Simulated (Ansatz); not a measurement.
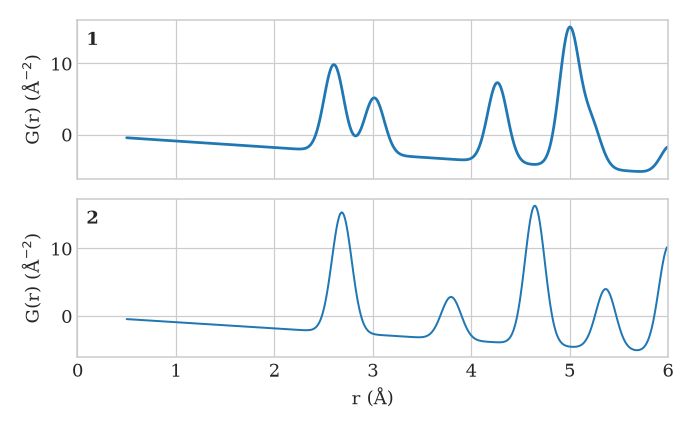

Computed neutron G(r), with each pair weighted by the product of the tabulated coherent neutron scattering lengths (natural isotope mix where the element has one) and a uniform peak width σ = 0.10 Å. No termination ripples are included.

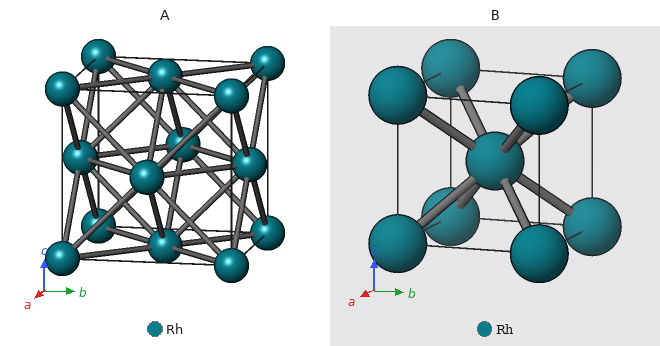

Candidate polymorphs:

A. Rh, a = 3.800 Å, b = 3.800 Å, c = 3.800 Å, α = 90.00°, β = 90.00°, γ = 90.00°, Fm-3m

B. Rh, a = 3.016 Å, b = 3.016 Å, c = 3.016 Å, α = 90.00°, β = 90.00°, γ = 90.00°, Im-3m

Origins: A, the input geometry of an electronic-structure calculation (not necessarily at equilibrium); B, the input geometry of an electronic-structure calculation (not necessarily at equilibrium); the starting structure was generated, so it need not be a known form of this composition.

**Match each curve to its structure.**

curve 1 is B (Rh, first clear peaks at 2.61 Å (Rh–Rh) and 3.02 Å (Rh–Rh)); curve 2 is A (Rh, first clear peaks at 2.69 Å (Rh–Rh) and 3.80 Å (Rh–Rh)).
